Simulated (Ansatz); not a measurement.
# Geometry relaxation, with input and output: Cu₂₇O₁₄ (part 4 of 4)

Continued. System: Cu₂₇O₁₄ (defect cell, 41 atoms in the cell). Method: DFT LDA, scalar-relativistic, plane waves, PAW, spin-polarised (Ansatz 0.2.0); cutoff 420 eV, 2×2×2 k-mesh, Gaussian smearing of 0.01 eV, collinear spins. The structure derives from a Materials Project entry. It belongs to a series of runs on one base structure; here: Cu vacancy (site c), charge +0, atoms relaxed at the host's cell.

Trajectory as extended XYZ, continued
```
41
Lattice="4.1663 4.1663 4.1663 0.0000 -8.3326 4.1663 4.1663 0.0000 -8.3326" Properties=species:S:1:pos:R:3:forces:R:3 step=3 energy=-184758.03284
Cu    5.1947   -3.0954   -1.0750    0.0115  -0.0003   0.0183
Cu    5.2151   -3.1092    3.1075    0.0144  -0.0026  -0.0066
Cu    1.0375   -7.3379    3.0990    0.0005   0.0049   0.0127
Cu    5.2078    1.0863   -1.0223    0.0014   0.0003  -0.0058
Cu    5.1981    1.0277    3.1405   -0.0136  -0.0013   0.0061
Cu    1.0530   -3.1500    3.1531   -0.0130   0.0005  -0.0230
Cu    3.0463    1.0454    1.0862    0.0349  -0.0106   0.0116
Cu    3.1044   -3.0938    5.1897    0.0053   0.0243  -0.0074
Cu    7.2570   -3.1284    0.9781   -0.0346  -0.0061  -0.0206
Cu    3.2099    1.0353   -3.1565   -0.0471  -0.0167  -0.0592
Cu    7.3213    1.0368   -3.0704    0.0411   0.0126   0.0239
Cu    3.1402   -3.1461   -3.1066   -0.0062  -0.0272   0.0051
Cu    3.1245   -3.1254    1.0388   -0.0010   0.0007  -0.0010
Cu    5.2030   -5.2995   -3.0526   -0.1031   0.1160  -0.1255
Cu    5.1996   -0.9425   -3.2020    0.3273  -0.3727   0.3632
Cu    5.1904   -1.0055    1.0368   -0.0012   0.0037   0.0079
Cu    1.0635   -5.2458    1.0445    0.0008  -0.0029  -0.0058
Cu    5.2436   -5.1600    1.0852   -0.0023   0.0302   0.0245
Cu    5.2036    3.1274    1.0454    0.0021  -0.0001  -0.0011
Cu    1.0046   -1.0920    0.9893   -0.0020  -0.0300  -0.0252
Cu    7.2014   -5.2693   -1.0605   -0.0120  -0.0882  -0.0472
Cu    7.2884   -1.0369   -1.0430   -0.0008  -0.0032  -0.0012
Cu    3.1208   -5.1817   -1.0513   -0.0371   0.0293   0.0070
Cu    3.1328   -5.2192    3.1257    0.0173  -0.0033  -0.0195
Cu    3.2137   -0.9967   -5.1949   -0.1025   0.0051  -0.0280
Cu    3.1167   -1.0228   -1.0391   -0.0219   0.0036   0.0220
Cu    3.1284   -1.0726    3.1294    0.0438  -0.0251  -0.0096
O     1.9764    1.9659    2.1711    0.0569  -0.0401   0.1836
O     6.2128   -2.0195   -2.1291   -0.0266  -0.0046   0.0144
O     6.2589   -2.0637    2.0537    0.0268   0.0126  -0.0265
O     2.1178   -6.2988    2.0771    0.0403   0.0015  -0.0109
O     6.2914    2.1187   -2.0445    0.0555   0.0092  -0.0182
O     2.0777   -2.0923   -2.0769    0.0427  -0.0250   0.0009
O     2.0616   -2.0881    2.0748   -0.0059   0.0268   0.0125
O     4.1964   -4.2179   -4.1244    0.0234  -0.0084  -0.0077
O     4.2569    0.0923   -4.2529   -0.1806   0.4212  -0.2799
O     4.1345    0.0541    0.0117   -0.0260  -0.0280   0.0062
O     4.1593   -0.0275    4.1909   -0.0328   0.0026   0.0274
O     4.1865   -4.1618    0.0011    0.0168  -0.0285  -0.0156
O     4.1697   -4.1494    4.1639   -0.0495   0.0228   0.0074
O     4.1198    4.1237    4.1177   -0.0432  -0.0032  -0.0086
41
Lattice="4.1663 4.1663 4.1663 0.0000 -8.3326 4.1663 4.1663 0.0000 -8.3326" Properties=species:S:1:pos:R:3:forces:R:3 step=4 energy=-184758.05133
Cu    5.1922   -3.1047   -1.0667    0.0106   0.0055   0.0081
Cu    5.2222   -3.1066    3.1027    0.0051  -0.0070  -0.0012
Cu    1.0352   -7.3441    3.0918    0.0018   0.0024   0.0046
Cu    5.2086    1.0940   -1.0143    0.0019   0.0010  -0.0014
Cu    5.1918    1.0247    3.1441   -0.0043   0.0036   0.0014
Cu    1.0567   -3.1430    3.1459   -0.0099  -0.0032  -0.0117
Cu    3.0324    1.0384    1.0966    0.0240  -0.0163  -0.0055
Cu    3.1065   -3.0906    5.1896    0.0066   0.0173  -0.0123
Cu    7.2467   -3.1341    0.9591   -0.0207  -0.0014  -0.0087
Cu    3.2174    1.0422   -3.1718   -0.0230  -0.0061  -0.0255
Cu    7.3318    1.0464   -3.0496    0.0225   0.0046   0.0109
Cu    3.1415   -3.1548   -3.1077   -0.0073  -0.0164   0.0128
Cu    3.1235   -3.1242    1.0391   -0.0009   0.0004  -0.0002
Cu    5.1947   -5.3086   -3.0523   -0.0619   0.0721  -0.0808
Cu    5.2145   -0.9390   -3.1988    0.1744  -0.2128   0.2084
Cu    5.1844   -1.0007    1.0317   -0.0007  -0.0008   0.0092
Cu    1.0663   -5.2487    1.0494    0.0008   0.0005  -0.0073
Cu    5.2465   -5.1552    1.1020   -0.0050   0.0148   0.0107
Cu    5.2059    3.1260    1.0430    0.0013   0.0011  -0.0029
Cu    0.9997   -1.0951    0.9736    0.0029  -0.0161  -0.0096
Cu    7.1881   -5.2950   -1.0650   -0.0009  -0.0416  -0.0178
Cu    7.2916   -1.0401   -1.0420   -0.0023  -0.0013  -0.0019
Cu    3.1116   -5.1787   -1.0531   -0.0157   0.0116   0.0043
Cu    3.1407   -5.2197    3.1212    0.0146  -0.0035  -0.0162
Cu    3.2230   -0.9653   -5.1885   -0.0637  -0.0103  -0.0235
Cu    3.1074   -1.0246   -1.0373   -0.0141   0.0042   0.0189
Cu    3.1366   -1.0724    3.1311    0.0174  -0.0108  -0.0054
O     1.9481    1.9429    2.1837    0.0464  -0.0089   0.0908
O     6.2103   -2.0270   -2.1208   -0.0223  -0.0109   0.0079
O     6.2602   -2.0611    2.0403    0.0123   0.0157  -0.0226
O     2.1249   -6.3051    2.0759    0.0262   0.0007   0.0014
O     6.3026    2.1322   -2.0244    0.0409   0.0043  -0.0018
O     2.0760   -2.1012   -2.0784    0.0365  -0.0133  -0.0107
O     2.0637   -2.0761    2.0691   -0.0020   0.0088   0.0123
O     4.2048   -4.2169   -4.1304    0.0182   0.0058  -0.0065
O     4.2882    0.1209   -4.2636   -0.1069   0.2290  -0.1350
O     4.1239    0.0595    0.0104   -0.0187  -0.0173  -0.0072
O     4.1562   -0.0263    4.2046   -0.0171  -0.0035   0.0217
O     4.1826   -4.1721    0.0082    0.0079  -0.0088  -0.0131
O     4.1732   -4.1447    4.1618   -0.0424   0.0107   0.0168
O     4.1074    4.1128    4.0988   -0.0324  -0.0036  -0.0113
41
Lattice="4.1663 4.1663 4.1663 0.0000 -8.3326 4.1663 4.1663 0.0000 -8.3326" Properties=species:S:1:pos:R:3:forces:R:3 step=5 energy=-184758.05848
Cu    5.1895   -3.1182   -1.0530    0.0013   0.0010   0.0002
Cu    5.2274   -3.1063    3.1008    0.0012  -0.0010   0.0014
Cu    1.0330   -7.3450    3.0922    0.0015  -0.0004  -0.0001
Cu    5.2130    1.0945   -1.0129   -0.0001   0.0015   0.0006
Cu    5.1870    1.0228    3.1461   -0.0009   0.0004  -0.0016
Cu    1.0575   -3.1313    3.1342   -0.0003  -0.0001  -0.0002
Cu    3.0294    1.0328    1.0929   -0.0002   0.0030  -0.0020
Cu    3.1065   -3.0842    5.1889   -0.0004   0.0046  -0.0011
Cu    7.2350   -3.1380    0.9461   -0.0043  -0.0014  -0.0034
Cu    3.2166    1.0474   -3.1764   -0.0005  -0.0022   0.0003
Cu    7.3446    1.0537   -3.0333    0.0034   0.0019   0.0038
Cu    3.1420   -3.1658   -3.1081    0.0000  -0.0036   0.0019
Cu    3.1225   -3.1237    1.0406   -0.0003  -0.0002   0.0004
Cu    5.1939   -5.3062   -3.0686    0.0016  -0.0010   0.0004
Cu    5.2179   -0.9466   -3.1812   -0.0015   0.0031  -0.0044
Cu    5.1773   -0.9999    1.0280   -0.0011   0.0021  -0.0004
Cu    1.0710   -5.2494    1.0539    0.0011  -0.0038   0.0002
Cu    5.2470   -5.1551    1.1173   -0.0020   0.0014   0.0039
Cu    5.2075    3.1248    1.0405   -0.0001  -0.0001  -0.0011
Cu    0.9983   -1.0940    0.9618    0.0025  -0.0022  -0.0028
Cu    7.1867   -5.3108   -1.0733    0.0010  -0.0005  -0.0019
Cu    7.2912   -1.0422   -1.0424   -0.0016  -0.0005  -0.0008
Cu    3.1027   -5.1793   -1.0529   -0.0017   0.0020   0.0012
Cu    3.1510   -5.2179    3.1178    0.0036  -0.0025  -0.0033
Cu    3.2239   -0.9419   -5.1796   -0.0004   0.0010   0.0034
Cu    3.0972   -1.0309   -1.0374   -0.0036   0.0010   0.0045
Cu    3.1440   -1.0694    3.1333    0.0018  -0.0026  -0.0010
O     1.9401    1.9383    2.1765   -0.0004   0.0026  -0.0037
O     6.2056   -2.0406   -2.1066   -0.0013  -0.0024  -0.0011
O     6.2589   -2.0587    2.0307    0.0000   0.0021   0.0007
O     2.1297   -6.3064    2.0807   -0.0014   0.0028   0.0003
O     6.3147    2.1406   -2.0102    0.0018   0.0007   0.0032
O     2.0748   -2.1113   -2.0834   -0.0005   0.0005  -0.0026
O     2.0683   -2.0622    2.0641    0.0032  -0.0012   0.0007
O     4.2097   -4.2099   -4.1442    0.0003   0.0011   0.0019
O     4.3035    0.1398   -4.2603    0.0037  -0.0034   0.0049
O     4.1181    0.0567    0.0013    0.0000  -0.0013  -0.0008
O     4.1559   -0.0255    4.2162   -0.0001  -0.0014  -0.0023
O     4.1764   -4.1851    0.0171   -0.0012   0.0000  -0.0017
O     4.1737   -4.1385    4.1641   -0.0014  -0.0001   0.0033
O     4.0966    4.1071    4.0875   -0.0027  -0.0009  -0.0010
41
Lattice="4.1663 4.1663 4.1663 0.0000 -8.3326 4.1663 4.1663 0.0000 -8.3326" Properties=species:S:1:pos:R:3:forces:R:3 step=6 energy=-184758.05848
Cu    5.1895   -3.1182   -1.0530    0.0014   0.0010   0.0002
Cu    5.2274   -3.1063    3.1008    0.0012  -0.0010   0.0014
Cu    1.0330   -7.3450    3.0922    0.0014  -0.0004  -0.0001
Cu    5.2130    1.0945   -1.0129   -0.0001   0.0016   0.0006
Cu    5.1870    1.0228    3.1461   -0.0009   0.0005  -0.0016
Cu    1.0575   -3.1313    3.1342   -0.0004  -0.0002  -0.0001
Cu    3.0294    1.0328    1.0929   -0.0003   0.0029  -0.0020
Cu    3.1065   -3.0842    5.1889   -0.0004   0.0045  -0.0010
Cu    7.2350   -3.1380    0.9461   -0.0042  -0.0014  -0.0033
Cu    3.2166    1.0474   -3.1764   -0.0005  -0.0021   0.0004
Cu    7.3446    1.0537   -3.0333    0.0033   0.0019   0.0037
Cu    3.1420   -3.1658   -3.1081    0.0000  -0.0036   0.0019
Cu    3.1225   -3.1237    1.0406   -0.0003  -0.0002   0.0004
Cu    5.1939   -5.3062   -3.0686    0.0016  -0.0010   0.0005
Cu    5.2179   -0.9466   -3.1812   -0.0015   0.0032  -0.0045
Cu    5.1773   -0.9999    1.0280   -0.0011   0.0021  -0.0004
Cu    1.0710   -5.2494    1.0539    0.0011  -0.0038   0.0002
Cu    5.2470   -5.1551    1.1173   -0.0020   0.0014   0.0038
Cu    5.2075    3.1248    1.0405   -0.0001  -0.0001  -0.0011
Cu    0.9983   -1.0940    0.9618    0.0025  -0.0022  -0.0028
Cu    7.1867   -5.3108   -1.0733    0.0010  -0.0004  -0.0018
Cu    7.2912   -1.0422   -1.0424   -0.0016  -0.0005  -0.0007
Cu    3.1027   -5.1793   -1.0529   -0.0016   0.0020   0.0012
Cu    3.1510   -5.2179    3.1178    0.0035  -0.0025  -0.0033
Cu    3.2239   -0.9419   -5.1796   -0.0004   0.0010   0.0033
Cu    3.0972   -1.0309   -1.0374   -0.0035   0.0010   0.0045
Cu    3.1440   -1.0694    3.1333    0.0018  -0.0026  -0.0010
O     1.9401    1.9383    2.1765   -0.0005   0.0024  -0.0038
O     6.2056   -2.0406   -2.1066   -0.0014  -0.0021  -0.0013
O     6.2589   -2.0587    2.0307   -0.0001   0.0021   0.0009
O     2.1297   -6.3064    2.0807   -0.0014   0.0028   0.0003
O     6.3147    2.1406   -2.0102    0.0016   0.0007   0.0033
O     2.0748   -2.1113   -2.0834   -0.0006   0.0005  -0.0026
O     2.0683   -2.0622    2.0641    0.0033  -0.0012   0.0006
O     4.2097   -4.2099   -4.1442    0.0003   0.0010   0.0019
O     4.3035    0.1398   -4.2603    0.0037  -0.0036   0.0051
O     4.1181    0.0567    0.0013    0.0001  -0.0012  -0.0009
O     4.1559   -0.0255    4.2162    0.0000  -0.0015  -0.0025
O     4.1764   -4.1851    0.0171   -0.0013   0.0000  -0.0016
O     4.1737   -4.1385    4.1641   -0.0012  -0.0002   0.0032
O     4.0966    4.1071    4.0875   -0.0025  -0.0008  -0.0010
```

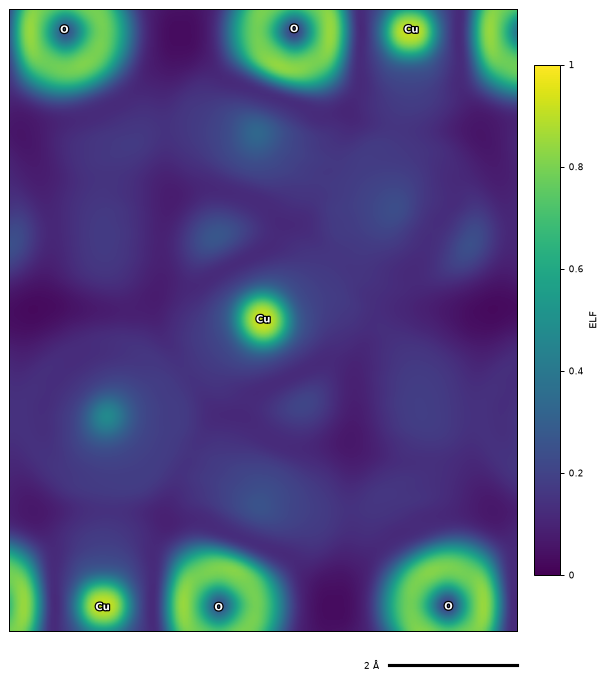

ELF on the (010) plane of the calculation cell. Atoms in the plane: Cu and O. Cu–O (1.82 Å): the ELF is about 0.25 at the midpoint (a polar contact without a shared pair, in a metal). The strong features right at Cu lie inside the PAW spheres (semicore, d or f shells) and say nothing about bonding. In a PAW calculation such maps are meaningful between the atoms, not at the nuclei.

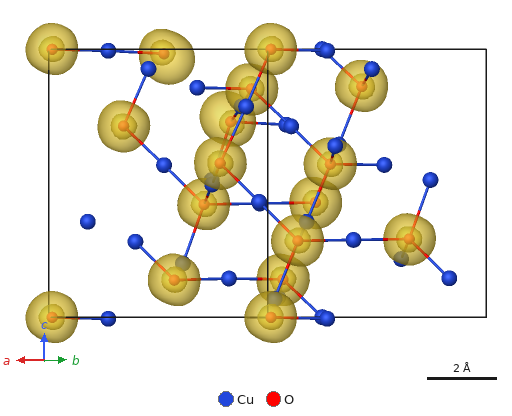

Isosurface of the ELF at 0.7 (yellow), seen along [110]. Core shells and regions of very low density are left out. Sticks mark near contacts. The outline is the calculation cell. Along the contacts the grid gives the following. Cu–O (1.78 Å): the ELF is about 0.25 at the midpoint; a polar contact without a shared pair, in a metal. Cu–O (1.82 Å): the ELF is about 0.25 at the midpoint; a polar contact without a shared pair, in a metal.

The run was set up as follows.

Input
```yaml
crystal:
  lattice:
    - [4.1663105654, 4.1663105654, 4.1663105654]
    - [0.0, -8.3326211309, 4.1663105654]
    - [4.1663105654, 0.0, -8.3326211309]
  atoms:
    - { symbol: Cu, position: [0.5357142857, 0.6428571429, 0.7142857143] }
    - { symbol: Cu, position: [0.8214285714, 0.7857142857, 0.4285714286] }
    - { symbol: Cu, position: [0.1071428571, 0.9285714286, 0.1428571429] }
    - { symbol: Cu, position: [0.6785714286, 0.2142857143, 0.5714285714] }
    - { symbol: Cu, position: [0.9642857143, 0.3571428571, 0.2857142857] }
    - { symbol: Cu, position: [0.25, 0.5, 0.0] }
    - { symbol: Cu, position: [0.5357142857, 0.1428571429, 0.2142857143] }
    - { symbol: Cu, position: [0.6785714286, 0.7142857143, 0.0714285714] }
    - { symbol: Cu, position: [0.9642857143, 0.8571428571, 0.7857142857] }
    - { symbol: Cu, position: [0.25, 0.0, 0.5] }
    - { symbol: Cu, position: [0.8214285714, 0.2857142857, 0.9285714286] }
    - { symbol: Cu, position: [0.1071428571, 0.4285714286, 0.6428571429] }
    - { symbol: Cu, position: [0.3928571429, 0.5714285714, 0.3571428571] }
    - { symbol: Cu, position: [0.3214285714, 0.7857142857, 0.9285714286] }
    - { symbol: Cu, position: [0.4642857143, 0.3571428571, 0.7857142857] }
    - { symbol: Cu, position: [0.75, 0.5, 0.5] }
    - { symbol: Cu, position: [0.0357142857, 0.6428571429, 0.2142857143] }
    - { symbol: Cu, position: [0.6071428571, 0.9285714286, 0.6428571429] }
    - { symbol: Cu, position: [0.8928571429, 0.0714285714, 0.3571428571] }
    - { symbol: Cu, position: [0.1785714286, 0.2142857143, 0.0714285714] }
    - { symbol: Cu, position: [0.75, 1.0, 1.0] }
    - { symbol: Cu, position: [0.8928571429, 0.5714285714, 0.8571428571] }
    - { symbol: Cu, position: [0.1785714286, 0.7142857143, 0.5714285714] }
    - { symbol: Cu, position: [0.4642857143, 0.8571428571, 0.2857142857] }
    - { symbol: Cu, position: [0.0357142857, 0.1428571429, 0.7142857143] }
    - { symbol: Cu, position: [0.3214285714, 0.2857142857, 0.4285714286] }
    - { symbol: Cu, position: [0.6071428571, 0.4285714286, 0.1428571429] }
    - { symbol: O, position: [0.5118143906, 0.0079670969, 0.0133799109], spin: 0.5 }
    - { symbol: O, position: [0.6428571429, 0.5714285714, 0.8571428571] }
    - { symbol: O, position: [0.9285714286, 0.7142857143, 0.5714285714] }
    - { symbol: O, position: [0.2142857143, 0.8571428571, 0.2857142857] }
    - { symbol: O, position: [0.7857142857, 0.1428571429, 0.7142857143] }
    - { symbol: O, position: [0.0714285714, 0.2857142857, 0.4285714286] }
    - { symbol: O, position: [0.3571428571, 0.4285714286, 0.1428571429] }
    - { symbol: O, position: [0.1428571429, 0.5714285714, 0.8571428571] }
    - { symbol: O, position: [0.262547187, 0.131333248, 0.69924176], spin: 0.5 }
    - { symbol: O, position: [0.5714285714, 0.2857142857, 0.4285714286] }
    - { symbol: O, position: [0.8571428571, 0.4285714286, 0.1428571429] }
    - { symbol: O, position: [0.4285714286, 0.7142857143, 0.5714285714] }
    - { symbol: O, position: [0.7142857143, 0.8571428571, 0.2857142857] }
    - { symbol: O, position: [1.0, 0.0, 0.0] }
  host:
    lattice:
      - [4.1663105654, 0.0, 0.0]
      - [0.0, 4.1663105654, 0.0]
      - [0.0, 0.0, 4.1663105654]
    atoms:
      - { symbol: Cu, position: [0.25, 0.25, 0.75] }
      - { symbol: Cu, position: [0.75, 0.25, 0.25] }
      - { symbol: Cu, position: [0.25, 0.75, 0.25] }
      - { symbol: Cu, position: [0.75, 0.75, 0.75] }
      - { symbol: O, position: [0.5, 0.5, 0.5] }
      - { symbol: O, position: [0.0, 0.0, 0.0] }
basis:
  ecutwfc: 420
  xc_grid: 2
kpoints:
  mp_grid: { grid: [2, 2, 2], shift: [0.5, 0.5, 0.5] }
hamiltonian:
  xc: lda
scf:
  occupations: { method: gaussian, width: 0.01 }
output:
  forces: true
  stress: false
  eigenvalues: true
  populations: true
  charged_corrections:
    defect_position: [0.39285714, 0.07142857, 0.85714286]
    epsilon: [[10.9128, 0.0, 0.0], [0.0, 10.9128, 0.0], [0.0, 0.0, 10.9128]]
  write_density: true
  write_potential: true
  elf: true
  volumetric_format: npy
magnetization:
  spin_polarized: true
relax:
  adjacent_minimum: "off"
  f_tol: 0.025
  max_steps: 45
```

Run as:
```bash
ansatz run input.yaml --threads 4 --pin off --max-ram 8192MiB --backend cpu --events-out ev --progress --plain --runs-dir out
```

Summary

| quantity | value |
| --- | --- |
| outcome | converged |
| electrons treated | 597 |
| free energy | −184758.0585 eV |
| Fermi energy | 10.983 eV |
| gap on the k-point mesh | none (metallic) |
| net moment of the cell | 0.49 μB |
| integrated absolute moment | 0.51 μB |
| final volume | 506.24 Å³ |
| largest force (length of the vector) at the end | 0.007 eV/Å |
| hardware | 4 threads of Intel Xeon @ 2.70GHz, 189 GiB of memory available, shared host |
| wall time | 12 min (CPU time 45 min) |
| peak memory | 3.8 GiB |

Remarks

The k-point mesh is coarse for a cell of this size, so the results may not be converged.
